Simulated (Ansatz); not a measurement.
Hf2S: phonon calculation

- system: Hf2S (P6₃/mmc, 6 atoms in the cell)
- method: DFT LDA, scalar-relativistic, plane waves, PAW, no spin polarisation (Ansatz 0.2.0)

The structure derives from a Materials Project entry. It belongs to a series of runs on one base structure; here: zone-centre phonons and field response. Figures and captions count atoms from 1; the log counts them from 0 in places.

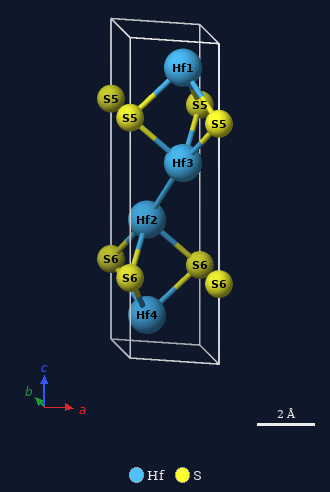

The input geometry (ball-and-stick view of the cell of the calculation, seen slightly off an axis; atoms are numbered from 1 in the order of the input). An atom can appear more than once, as a periodic image. Near neighbours in the periodic cell (some may lie outside the picture): Hf has 3 Hf at 3.03 Å and 3 S at 2.58 Å; S has 6 Hf at 2.58 Å.

Summary

| quantity | value |
| --- | --- |
| outcome | converged |
| space group (tolerance 0.01 Å) | P6₃/mmc (194) |
| electrons treated | 116 |
| free energy | −63653.3651 eV |
| Fermi energy | 18.999 eV |
| gap on the k-point mesh | none (metallic) |
| hardware | 2 threads of Intel Xeon (Granite Rapids), 32 GiB of memory available, shared host |
| wall time | 3.5 min (CPU time 6.8 min) |
| peak memory | 3.7 GiB |

Remarks

Results for this metal are sensitive to the k-point mesh. Spin–orbit coupling is left out, which matters for Hf.

The input
```yaml
crystal:
  lattice:
    - [3.312824011, 0.0, 0.0]
    - [-1.6564120055, 2.8689897518, 0.0]
    - [0.0, 0.0, 11.6063226704]
  atoms:
    - { symbol: Hf, position: [0.6666666667, 0.3333333333, 0.898830387] }
    - { symbol: Hf, position: [0.3333333333, 0.6666666667, 0.398830387] }
    - { symbol: Hf, position: [0.6666666667, 0.3333333333, 0.601169613] }
    - { symbol: Hf, position: [0.3333333333, 0.6666666667, 0.101169613] }
    - { symbol: S, position: [0.0, 0.0, 0.75] }
    - { symbol: S, position: [0.0, 0.0, 0.25] }
basis:
  ecutwfc: 420
kpoints:
  mp_grid: { grid: [12, 12, 4] }
hamiltonian:
  xc: lda
scf:
  occupations: { method: fermi_dirac, width: 0.15 }
output:
  eigenvalues: true
phonons:
  method: dfpt
  eigenvectors: true
```

Run as:
```bash
ansatz run input.yaml --threads 2 --pin off --max-ram 6144MiB --backend cpu --events-out ev --progress --plain --runs-dir out
```

Log
```
band count auto-derived: 71 (N_el = 116.0; filled up to band 58; 70 by the electrons, moments and atoms)
Engine: ansatz 0.2.0, x86_64-unknown-linux-gnu
Pseudopotentials: kind: paw
Pseudopotential: Hf, paw, valence charge 26, recommended cutoff 420 eV (normal), Hf.paw.azcp
Pseudopotential: S, paw, valence charge 6, recommended cutoff 420 eV (normal), S.paw.azcp
Functional definition: SPW92
  exchange = slater_x
  correlation = pw_c
Crystal: 6 atoms, lattice volume = 110.312 Å³
Basis set: ecut = 420 eV, 2199 PW (Γ), exchange–correlation on 48×48×160 points (8 copies of the dense FFT grid, shifted against one another)
Bands: 71, of which v1, the nominal top of the filled ones, is band 58 counted from 1 (57 counted from 0)
Symmetry: 24 space group operations
k-points: 164 of 576 (irreducible under 2 space group operations, time reversal used)
Non-local potential: Hf, projectors of the file, l = 0: 3, l = 1: 2, l = 2: 2, l = 3: 3
Non-local potential: S, projectors of the file, l = 0: 2, l = 1: 2, l = 2: 2
PAW form: soft (Blöchl's): semilocal exchange-correlation on the pseudo side does not see the compensation charge
PAW frozen core: Hf, regenerated for the run's functional, and the local potential with it (the file was generated under x = pbe(κ = 0.804, μ = 0.2195149727645171), c = pbe(β = 0.06672455060314922))
PAW frozen core: S, regenerated for the run's functional, and the local potential with it (the file was generated under x = pbe(κ = 0.804, μ = 0.2195149727645171), c = pbe(β = 0.06672455060314922))
PAW one-centre angular grid: Hf, 590 points (default); XC on 64 Gauss nodes
PAW one-centre angular grid: S, 110 points (default); XC on 64 Gauss nodes
Initial density: superposition of atomic densities (neutral atoms: chi_scale 0, normalization atom), corrected by the library's trained network
Initial wavefunctions: pseudopotential atomic-orbital guess
Functional: x = slater, c = lda
SCF iter   1: F=—  HF=-63653.379762 eV  |F-HF|=—  |Δ(HF+E_count)|=         —  Δρ=6.55e-3  dr2=5.79e-2  ethr=1.77e-3  ⟨swp⟩=5.0  Hψ=38132  notcnv=0
preconditioner: auto → Kerker (q_TF=auto, 2.751 Å⁻¹)  [metal: Δε(μ)=0.017 eV  Ē_g=17.321 eV  σ=0.150 eV  W_gap=0.03  n_scr=52 (ndim 8)  ℏωp=36.7 eV  f_vac=0.000  D(μ)=2.58/eV (n_scr^D=6)]
SCF iter   2: F=—  HF=-63653.372365 eV  |F-HF|=—  |Δ(HF+E_count)|=   7.40e-3  Δρ=4.18e-3  dr2=2.67e-2  ethr=4.99e-5  ⟨swp⟩=1.4  Hψ=13641  notcnv=0
SCF iter   3: F=—  HF=-63653.368813 eV  |F-HF|=—  |Δ(HF+E_count)|=   3.55e-3  Δρ=1.43e-3  dr2=4.81e-3  ethr=2.30e-5  ⟨swp⟩=2.0  Hψ=18139  notcnv=0
SCF iter   4: F=—  HF=-63653.365201 eV  |F-HF|=—  |Δ(HF+E_count)|=   3.61e-3  Δρ=6.91e-4  dr2=5.59e-4  ethr=4.14e-6  ⟨swp⟩=2.1  Hψ=20240  notcnv=0
SCF iter   5: F=—  HF=-63653.365132 eV  |F-HF|=—  |Δ(HF+E_count)|=   6.93e-5  Δρ=1.78e-4  dr2=4.59e-5  ethr=4.82e-7  ⟨swp⟩=2.0  Hψ=14783  notcnv=0
SCF iter   6: F=—  HF=-63653.365119 eV  |F-HF|=—  |Δ(HF+E_count)|=   1.24e-5  Δρ=5.30e-5  dr2=4.48e-6  ethr=3.96e-8  ⟨swp⟩=2.7  Hψ=19968  notcnv=0
SCF iter   7: F=—  HF=-63653.365111 eV  |F-HF|=—  |Δ(HF+E_count)|=   8.00e-6  Δρ=1.38e-5  dr2=2.98e-7  ethr=3.86e-9  ⟨swp⟩=2.0  Hψ=21230  notcnv=0
SCF iter   8: F=—  HF=-63653.365111 eV  |F-HF|=—  |Δ(HF+E_count)|=   1.66e-7  Δρ=3.51e-6  dr2=1.16e-8  ethr=2.57e-10  ⟨swp⟩=2.0  Hψ=18240  notcnv=0
SCF iter   9: F=—  HF=-63653.365111 eV  |F-HF|=—  |Δ(HF+E_count)|=   4.87e-9  Δρ=1.18e-6  dr2=2.22e-9  ethr=1.00e-11  ⟨swp⟩=2.1  Hψ=20813  notcnv=0
SCF iter  10: F=—  HF=-63653.365111 eV  |F-HF|=—  |Δ(HF+E_count)|=  8.73e-10  Δρ=3.38e-7  dr2=2.13e-10  ethr=1.91e-12  ⟨swp⟩=2.0  Hψ=21100  notcnv=0
SCF iter  11: F=—  HF=-63653.365111 eV  |F-HF|=—  |Δ(HF+E_count)|=  7.28e-12  Δρ=8.07e-8  dr2=7.11e-12  ethr=1.00e-12  ⟨swp⟩=7.4  Hψ=66049  notcnv=0
SCF iter  12: F=-63653.365111 eV  HF=-63653.365111 eV  |F-HF|=1.46e-11  |Δ(HF+E_count)|=  4.37e-11  Δρ=1.68e-8  dr2=4.36e-13  ethr=1.00e-12  ⟨swp⟩=5.9  Hψ=53398  notcnv=0
the search or the solves at the SCF's close seem to have found levels that the self-consistency loop had missed (the run counts 2). By its estimate they hold under 1e-12 electrons; where the run keeps them, the occupations were computed again with them
SCF 1 converged in 12 iterations: F = -63653.365111 eV  dr2 = 4.36e-13
  greatest PAW one-centre occupation: 0.998 electrons in one spin orbital (limit 2), on the Hf atom at site 3 (counted from 0), in its partial waves of l = 3
```

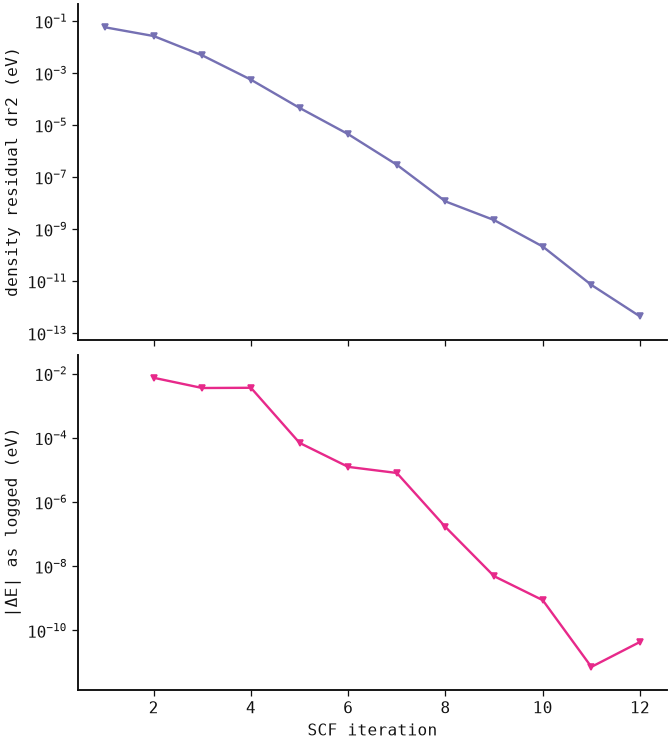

Convergence of the self-consistent field: density residual dr2 and size of the energy change against the SCF iteration. The residual falls at every step.

```
DFPT response loops at Γ: preconditioner auto → Kerker (q_TF=auto, 2.751 Å⁻¹) (partly filled bands, converged f_vac=0.000); β = 1.00, the filter's whole step (`scf.mixing.beta` (0.50) is not read by the response loops under this deck's `scf.mixing.preconditioner`; to damp them name `kerker` or `kerker_dos`, under which they read `scf.mixing.beta`, and type it under 1.00, their step now; both keys bind the ground state too); Broyden in place of MSR1
SCF converged after 12 iterations
Free energy (F): -63653.365111 eV
Harris-Foulkes:  -63653.365111 eV  (|F-HF|=1.46e-11)
Internal energy: -63653.161043 eV  (E = F + TS)
E sigma→0 (E₀):  -63653.263077 eV
Entropy (-TS):   -0.204069 eV (-34.011 meV/atom)
Fermi energy:    18.999161 eV
--- Per-component energies (eV) ---
  E_band       = 160.768404
  E_kinetic    = 1924.526639
  E_local      = -21793.120266  (includes V_loc(G=0)·N_el)
  E_nonlocal   = -4872.717959
  E_hartree    = 10252.888978
  E_xc         = -1388.779666
  E_vxc        = -1249.747635  (∫ρ·V_xc dr)
  E_paw        = -27881.206479  (= ΣΔE_a)
  E_vpaw       = 5646.049685  (= ΣTr[D̂ρ^β])
  E_aug_tail   = -0.000003  (compensation charges beyond the density's cutoff)
  E_ewald      = -19904.887653
  E_core_change = 10.135365  (= ΣΔE_core)
  E_smearing   = -0.204069  (= −TS)
  E_closure    = -0.000000  (closes the sum)
  Σ components = -63653.365111   (vs F -63653.365111, Δ=0.00e0)
--- Band table (eV; the first three rows and the last of 164) ---
  k-point 0: bands = ["-42.9684", "-42.9645", "-42.9153", "-42.9114", "-12.0963", "-11.9520", "-11.5925", "-11.4754", "-11.4754", "-11.4640", "-11.4640", "-11.4331", "-11.3691", "-11.3691", "-11.3574", "-11.3574", "3.5563", "3.7003", "7.0131", "7.0183", "7.0183", "7.0283", "7.0312", "7.0312", "7.0324", "7.0324", "7.0380", "7.0380", "7.0411", "7.0416", "7.0558", "7.0608", "7.0629", "7.0679", "7.0679", "7.0686", "7.0689", "7.0689", "7.0758", "7.0758", "7.0840", "7.0840", "7.1106", "7.1107", "7.1144", "7.1145", "11.0542", "12.0016", "14.5508", "15.6432", "15.6432", "15.8520", "15.8520", "15.8959", "17.6556", "18.9404", "18.9976", "19.5111", "19.5111", "19.5929", "19.5929", "19.8909", "19.8909", "20.9505", "20.9505", "21.6364", "22.0919", "22.0919", "22.3622", "22.3622", "22.5596"]
  k-point 1: bands = ["-42.9678", "-42.9651", "-42.9147", "-42.9119", "-12.0797", "-11.9801", "-11.5622", "-11.4739", "-11.4739", "-11.4658", "-11.4658", "-11.4519", "-11.3672", "-11.3672", "-11.3590", "-11.3590", "3.5768", "3.6786", "7.0144", "7.0197", "7.0197", "7.0242", "7.0285", "7.0285", "7.0334", "7.0334", "7.0372", "7.0372", "7.0425", "7.0439", "7.0535", "7.0585", "7.0658", "7.0692", "7.0697", "7.0697", "7.0701", "7.0701", "7.0756", "7.0756", "7.0823", "7.0823", "7.1106", "7.1107", "7.1145", "7.1145", "11.1642", "11.8188", "14.7905", "15.6717", "15.6717", "15.7303", "15.8192", "15.8192", "17.7125", "18.3648", "19.4403", "19.4403", "19.5300", "19.5300", "19.6981", "20.1616", "20.1616", "21.0211", "21.0211", "21.2147", "21.7181", "21.7181", "22.1535", "22.1535", "22.9825"]
  k-point 2: bands = ["-42.9665", "-42.9665", "-42.9133", "-42.9133", "-12.0351", "-12.0351", "-11.5019", "-11.5019", "-11.4700", "-11.4700", "-11.4700", "-11.4700", "-11.3630", "-11.3630", "-11.3630", "-11.3630", "3.6271", "3.6271", "7.0183", "7.0183", "7.0237", "7.0237", "7.0237", "7.0237", "7.0352", "7.0352", "7.0352", "7.0352", "7.0446", "7.0446", "7.0544", "7.0544", "7.0688", "7.0688", "7.0713", "7.0713", "7.0713", "7.0713", "7.0781", "7.0781", "7.0781", "7.0781", "7.1106", "7.1106", "7.1145", "7.1145", "11.4589", "11.4589", "15.2924", "15.2924", "15.7433", "15.7433", "15.7433", "15.7433", "17.9370", "17.9370", "19.4387", "19.4387", "19.4387", "19.4387", "20.4803", "20.4803", "20.6910", "20.6910", "20.6910", "20.6910", "21.7558", "21.7558", "21.7558", "21.7558", "23.6669"]
  k-point 163: bands = ["-42.9259", "-42.9259", "-42.9078", "-42.9078", "-11.9253", "-11.9253", "-11.8687", "-11.8687", "-11.7552", "-11.7552", "-11.5642", "-11.5642", "-11.5367", "-11.5367", "-11.4645", "-11.4645", "4.7774", "4.7774", "7.0255", "7.0255", "7.0369", "7.0369", "7.0408", "7.0408", "7.0463", "7.0463", "7.0473", "7.0473", "7.0579", "7.0579", "7.0593", "7.0593", "7.0652", "7.0652", "7.0701", "7.0701", "7.0744", "7.0744", "7.0772", "7.0772", "7.0866", "7.0866", "7.0922", "7.0922", "7.1165", "7.1165", "12.2494", "12.2494", "13.2683", "13.2683", "13.5577", "13.5577", "17.0792", "17.0792", "17.8114", "17.8114", "18.0423", "18.0423", "19.4120", "19.4120", "20.4847", "20.4847", "21.7366", "21.7366", "22.6979", "22.6979", "23.6284", "23.6284", "24.4644", "24.4644", "24.6484"]
--- Phonons (Γ-DFPT): 4 representative perturbations + reference, on 164 of 576 k-points (Σ response iterations 17) ---
  k mesh reduced under 2 symmetry operations, with k and −k counted as one. Each operation leaves every solved perturbation unchanged. A smaller set is not used because it would not reduce the number of displacements times k-points to solve
  ASR residual: 5.285e-4 → 0.000e0 eV/Å²; symmetrization residual: 2.136e-5 eV/Å²
  ASR residual per site (eV/Å²): 5.28e-4 5.28e-4 5.28e-4 5.28e-4 9.89e-5 9.89e-5
  Γ frequencies (cm⁻¹): 0.00 0.00 0.00 73.32 73.32 84.39 84.39 111.61 111.61 118.09 134.33 152.76 270.89 270.89 277.56 277.56 329.50 330.41
  non-analytic LO–TO correction: not included (Born effective charges unavailable; polar crystals: no LO–TO splitting at Γ)
```

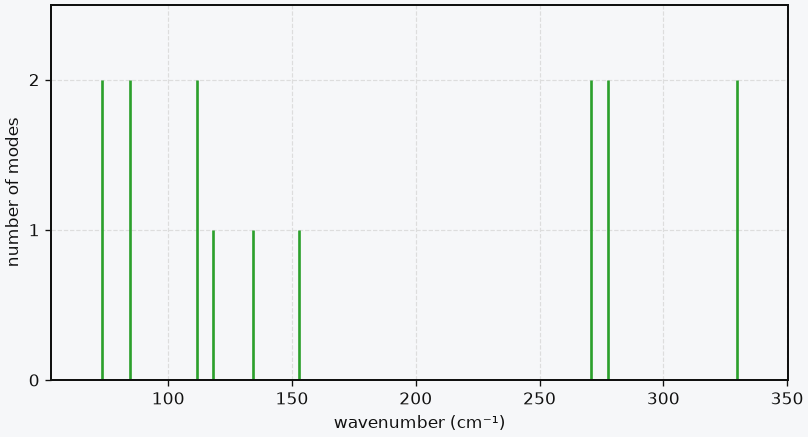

Optical phonons at the zone centre (no LO–TO term); neighbouring modes closer than 3 cm⁻¹ are counted in one stick. 15 modes from 73 to 330 cm⁻¹, none imaginary.

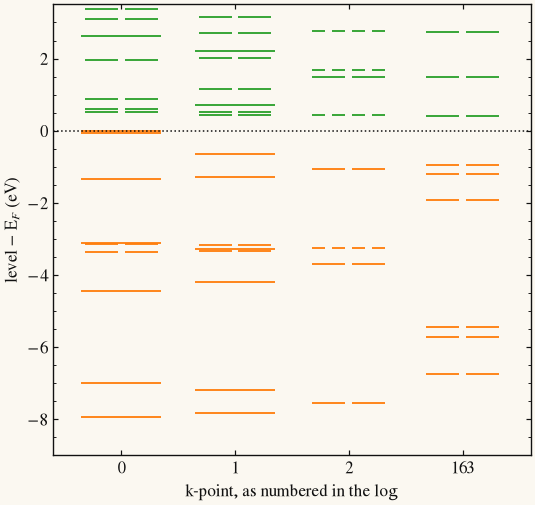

Kohn–Sham levels near the Fermi level (dotted) at the few k-points that the log prints; levels within 0.02 eV of each other stand side by side. The system is metallic on the full mesh.
